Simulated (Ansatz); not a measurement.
## Geometry relaxation, with input and output: TiSi₂ (part 2 of 2)

TiSi₂ (Fddd, 6 atoms in the cell); DFT PBE, scalar-relativistic, plane waves, PAW, no spin polarisation (Ansatz 0.2.0); cutoff 420 eV, 10×10×10 k-mesh, Gaussian smearing of 0.1 eV. The structure derives from a Materials Project entry.

Geometry of the input (Å; fractional positions):
```
0.0000  4.1175  4.2629
2.3895  0.0000  4.2629
2.3895  4.1175  0.0000
Ti 0.5000  0.5000  0.5000
Ti 0.7500  0.7500  0.7500
Si 0.8374  0.1626  0.8374
Si 0.1626  0.8374  0.1626
Si 0.0874  0.4126  0.0874
Si 0.4126  0.0874  0.4126
```

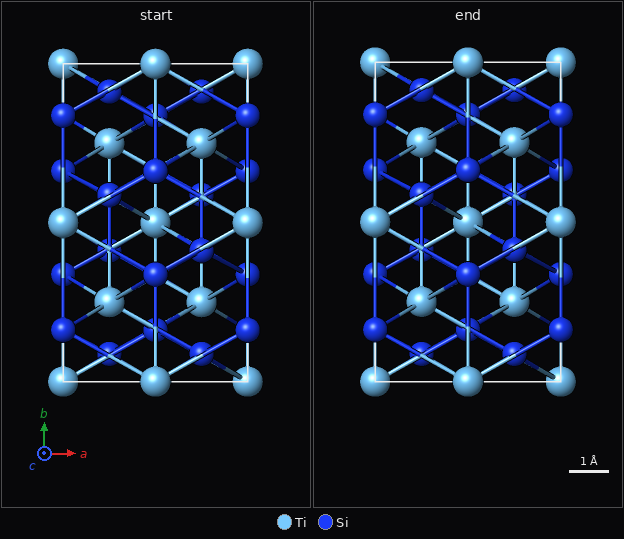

Figure 1. Before (left) and after (right) the relaxation, at one scale (ball-and-stick view of the cell 4 times as large as that of the calculation, set on its symmetry axes, along the c axis). Over 3 geometry steps the energy falls by 1.3 meV per atom. The largest force component goes from 0.036 to 0.0048 eV/Å. Pressure: 2.10 GPa at the start and 0.00 GPa at the end. The largest moves relative to the cell, 0.004 Å, are those of Si3, Si4, Si5 and Si6. Ti stays in place. Cell: a 4.779 → 4.807 Å (+0.6 %), b 8.235 → 8.270 Å (+0.4 %), c 8.526 → 8.560 Å (+0.4 %). Volume +1.4 %. Among the contacts that change: Ti1–Si3 2.739 → 2.756 Å, Si3–Si6 2.521 → 2.534 Å, Ti1–Si5 2.547 → 2.558 Å. The space group stays Fddd (No. 70). A last SCF at the same geometry on a re-selected plane-wave basis shifts the energy by next to nothing (0.0 meV per atom). (Atoms are counted from 1 in the order of the input.)

```
basis re-selected at this cell: Δ(F+E_penalty+E_count) = -2.276e-4 eV, ΔP = +0.003 GPa vs the last step (what re-selecting the basis moved, of the pressure what is left beyond the Pulay correction that the steps carried, after the strain that the cell walked since its last selection, with what the two solves' SCF thresholds leave and, on support functions, any second-order correction that the steps lacked; it is no measure of the basis error at this ecutwfc). This SCF's stress stands 4.65e-2 GPa from its target on what of the cell is left free (relax.cell.stress_tol is 5.00e-2 GPa) and its largest allowed force component is 4.78e-3 eV/Å (relax.f_tol is 5.00e-3 eV/Å): within both
SCF converged after 8 iterations
Free energy (F): -7545.931101 eV
Harris-Foulkes:  -7545.931101 eV  (|F-HF|=1.82e-12)
Internal energy: -7545.920052 eV  (E = F + TS)
E sigma→0 (E₀):  -7545.925576 eV
Entropy (-TS):   -0.011049 eV (-1.842 meV/atom)
Fermi energy:    12.432960 eV
--- Per-component energies (eV) ---
  E_band       = -221.702796
  E_kinetic    = 717.883464
  E_local      = -2040.427905  (includes V_loc(G=0)·N_el)
  E_nonlocal   = 116.814576
  E_hartree    = 888.254381
  E_xc         = -422.883206
  E_vxc        = -440.707381  (∫ρ·V_xc dr)
  E_paw        = -4145.981229  (= ΣΔE_a)
  E_vpaw       = -351.774570  (= ΣTr[D̂ρ^β])
  E_aug_tail   = 0.000258  (compensation charges beyond the density's cutoff)
  E_ewald      = -2659.580391
  E_smearing   = -0.011049  (= −TS)
  E_closure    = 0.000000  (closes the sum)
  Σ components = -7545.931101   (vs F -7545.931101, Δ=0.00e0)
--- Forces (eV/Å), atoms counted from 1 ---
  atom   1  Ti     0.00000000     0.00000000     0.00000000
  atom   2  Ti     0.00000000     0.00000000     0.00000000
  atom   3  Si     0.00000000    -0.00477990     0.00000000
  atom   4  Si     0.00000000     0.00477990     0.00000000
  atom   5  Si     0.00000000    -0.00477990     0.00000000
  atom   6  Si     0.00000000     0.00477990     0.00000000
  max |Σ_I F_I| component: 0.00e0 eV/Å
--- Stress (GPa, compression-positive) ---
        0.024114       0.000000       0.000000
        0.000000       0.026966       0.000000
        0.000000       0.000000      -0.046471
  P = ⅓ Tr σ = 0.0015 GPa (0.015 kbar)
--- Band table (eV; the first three rows and the last of 171) ---
  k-point 0: bands = ["-43.8462", "-43.8194", "-20.2248", "-20.2172", "-20.1410", "-20.1265", "-20.1095", "-20.1045", "-0.0740", "5.7555", "6.6808", "7.0981", "7.4745", "8.6749", "8.7050", "9.9320", "10.1937", "10.3727", "10.6565", "11.0749", "11.5261", "14.4725", "15.5016", "15.6837", "15.8249", "15.8255"]
  k-point 1: bands = ["-43.8457", "-43.8198", "-20.2246", "-20.2167", "-20.1435", "-20.1265", "-20.1092", "-20.1045", "0.0301", "5.6129", "6.2208", "6.9902", "7.7564", "8.6469", "8.9234", "9.8724", "10.1151", "10.3416", "11.0538", "11.1130", "11.5027", "14.3730", "15.4440", "15.5104", "15.7426", "15.8086"]
  k-point 2: bands = ["-43.8443", "-43.8212", "-20.2258", "-20.2133", "-20.1506", "-20.1262", "-20.1091", "-20.1035", "0.3364", "5.2689", "5.4234", "6.8915", "7.7740", "8.5575", "9.4195", "9.5251", "10.5156", "10.6347", "11.2829", "11.3126", "11.7410", "14.0809", "15.1605", "15.2441", "15.4110", "15.4970"]
  k-point 170: bands = ["-43.8327", "-43.8327", "-20.1921", "-20.1921", "-20.1690", "-20.1690", "-20.1056", "-20.1056", "1.8388", "1.8388", "7.4621", "7.4621", "7.5747", "7.5747", "9.5148", "9.5148", "10.8693", "10.8693", "11.4763", "11.4763", "13.1892", "13.1892", "15.6114", "15.6114", "15.8205", "15.8205"]
--- Relaxed structure (4 steps of the walk, 4 accepted, 1 SCFs on fresh bases) ---
  F+E_penalty+E_count = -7545.93110078 eV   max|allowed force component| = 4.780e-3 eV/Å   (the final SCF, on the basis selected at the relaxed cell)
  cell:  # Å, volume = 85.0788 Å³
    - [0.0, 4.134969880820257, 4.280183930696533]
    - [2.4035688923281056, 0.0, 4.280183930696533]
    - [2.4035688923281056, 4.134969880820257, 0.0]
  atoms:
    - { symbol: Ti, position: [0.49999999999999994, 0.49999999999999994, 0.49999999999999994] }
    - { symbol: Ti, position: [0.75, 0.7499999999999998, 0.7500000000000001] }
    - { symbol: Si, position: [0.8369370326500013, 0.1630629673499986, 0.8369370326500012] }
    - { symbol: Si, position: [0.16306296734999853, 0.8369370326500014, 0.16306296734999853] }
    - { symbol: Si, position: [0.08693703265000141, 0.41306296734999853, 0.08693703265000144] }
    - { symbol: Si, position: [0.41306296734999853, 0.08693703265000141, 0.4130629673499985] }
```

### Trajectory as extended XYZ (Å, eV, eV/Å), 5 frames, from step=1 to step=5
```
6
Lattice="0.0000 4.1175 4.2629 2.3895 0.0000 4.2629 2.3895 4.1175 0.0000" Properties=species:S:1:pos:R:3:forces:R:3 step=1 energy=-7545.92293 pressure_GPa=2.10
Ti    2.3895    4.1175    4.2629    0.0000   0.0000   0.0000
Ti    3.5843    6.1763    6.3943    0.0000   0.0000   0.0000
Si    2.3895    6.8963    4.2629    0.0000  -0.0361   0.0000
Si    2.3895    1.3387    4.2629    0.0000   0.0361   0.0000
Si    1.1948    0.7200    2.1314    0.0000  -0.0361   0.0000
Si    1.1948    3.3975    2.1314    0.0000   0.0361   0.0000
6
Lattice="0.0000 4.1380 4.2771 2.4057 0.0000 4.2771 2.4057 4.1380 0.0000" Properties=species:S:1:pos:R:3:forces:R:3 step=2 energy=-7545.93058 pressure_GPa=-0.08
Ti    2.4057    4.1380    4.2771    0.0000   0.0000   0.0000
Ti    3.6085    6.2070    6.4157    0.0000   0.0000   0.0000
Si    2.4057    6.9293    4.2771    0.0000  -0.0238   0.0000
Si    2.4057    1.3467    4.2771    0.0000   0.0238   0.0000
Si    1.2028    0.7223    2.1386    0.0000  -0.0238   0.0000
Si    1.2028    3.4157    2.1386    0.0000   0.0238   0.0000
6
Lattice="0.0000 4.1354 4.2809 2.4033 0.0000 4.2809 2.4033 4.1354 0.0000" Properties=species:S:1:pos:R:3:forces:R:3 step=3 energy=-7545.93084 pressure_GPa=-0.02
Ti    2.4033    4.1354    4.2809    0.0000   0.0000   0.0000
Ti    3.6049    6.2031    6.4214    0.0000   0.0000   0.0000
Si    2.4033    6.9229    4.2809    0.0000  -0.0092   0.0000
Si    2.4033    1.3479    4.2809    0.0000   0.0092   0.0000
Si    1.2016    0.7198    2.1405    0.0000  -0.0092   0.0000
Si    1.2016    3.4156    2.1405    0.0000   0.0092   0.0000
6
Lattice="0.0000 4.1350 4.2802 2.4036 0.0000 4.2802 2.4036 4.1350 0.0000" Properties=species:S:1:pos:R:3:forces:R:3 step=4 energy=-7545.93087 pressure_GPa=-0.00
Ti    2.4036    4.1350    4.2802    0.0000   0.0000   0.0000
Ti    3.6054    6.2025    6.4203    0.0000   0.0000   0.0000
Si    2.4036    6.9214    4.2802    0.0000  -0.0047   0.0000
Si    2.4036    1.3485    4.2802    0.0000   0.0047   0.0000
Si    1.2018    0.7190    2.1401    0.0000  -0.0047   0.0000
Si    1.2018    3.4160    2.1401    0.0000   0.0047   0.0000
6
Lattice="0.0000 4.1350 4.2802 2.4036 0.0000 4.2802 2.4036 4.1350 0.0000" Properties=species:S:1:pos:R:3:forces:R:3 step=5 energy=-7545.93110 pressure_GPa=0.00
Ti    2.4036    4.1350    4.2802    0.0000   0.0000   0.0000
Ti    3.6054    6.2025    6.4203    0.0000   0.0000   0.0000
Si    2.4036    6.9214    4.2802    0.0000  -0.0048   0.0000
Si    2.4036    1.3485    4.2802    0.0000   0.0048   0.0000
Si    1.2018    0.7190    2.1401    0.0000  -0.0048   0.0000
Si    1.2018    3.4160    2.1401    0.0000   0.0048   0.0000
```

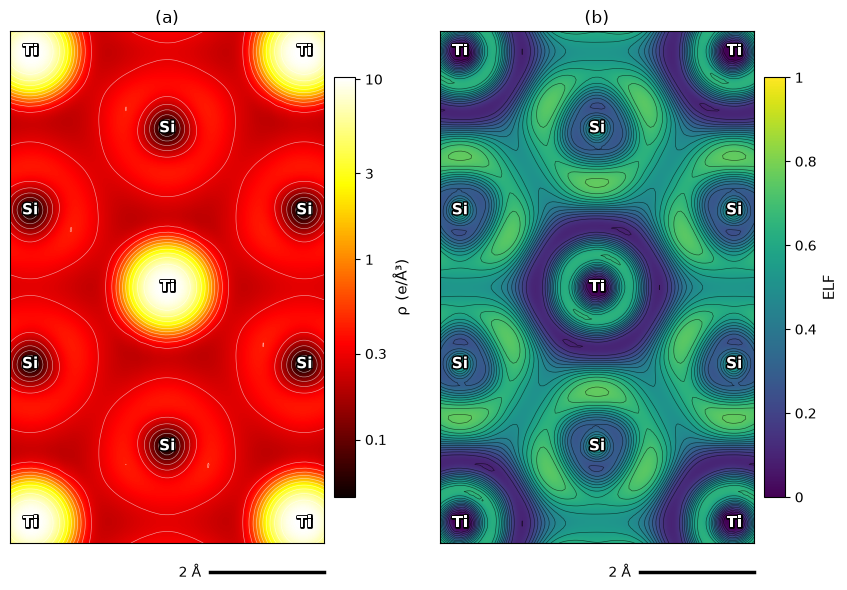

Figure 2. (a) valence pseudo-density; (b) electron localisation function on the (001) plane of the conventional cell. The section cuts through Ti and Si sites. Ti–Si (2.76 Å): ρ at the midpoint is about 0.26 e/Å³; the ELF is about 0.40 at the midpoint. Away from the nuclei the density in this plane falls to 0.2 e/Å³ at its lowest. The strong features right at Ti lie inside the PAW spheres (semicore, d or f shells) and say nothing about bonding. Core electrons are frozen (PAW), so the fields are smoothed inside the atomic spheres.

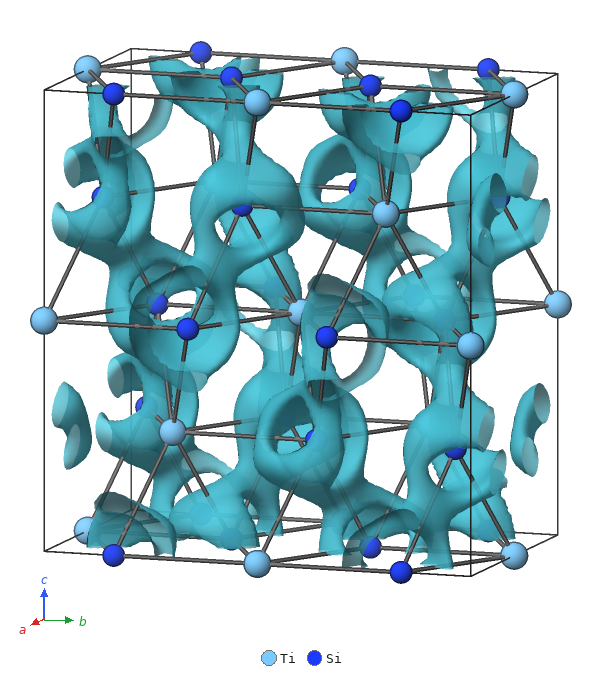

Figure 3. Isosurface of the ELF at 0.7 (cyan), seen slightly off an axis. Only the valence region is drawn (cores and ρ < 0.01 e/Å³ removed). Sticks mark near contacts. The outline is the cell set on symmetry axes. Ti–Si (2.56 Å): the ELF is about 0.40 at the midpoint.

### Summary

```json
{"quantity": "outcome", "value": "converged"}
{"quantity": "space group (tolerance 0.01 Å)", "value": "Fddd (70)"}
{"quantity": "electrons treated", "value": "40"}
{"quantity": "free energy", "value": "−7545.9311 eV"}
{"quantity": "Fermi energy", "value": "12.433 eV"}
{"quantity": "gap on the k-point mesh", "value": "none (metallic)"}
{"quantity": "pressure", "value": "0.00 GPa"}
{"quantity": "final volume", "value": "85.08 Å³"}
{"quantity": "largest force (length of the vector) at the end", "value": "0.005 eV/Å"}
{"quantity": "final cell", "value": "a = 5.951 Å, b = 4.909 Å, c = 4.783 Å, α = 75.76°, β = 53.08°, γ = 51.16°"}
{"quantity": "wall time", "value": "33 s (CPU time 2.2 min)"}
{"quantity": "peak memory", "value": "0.64 GiB"}
```
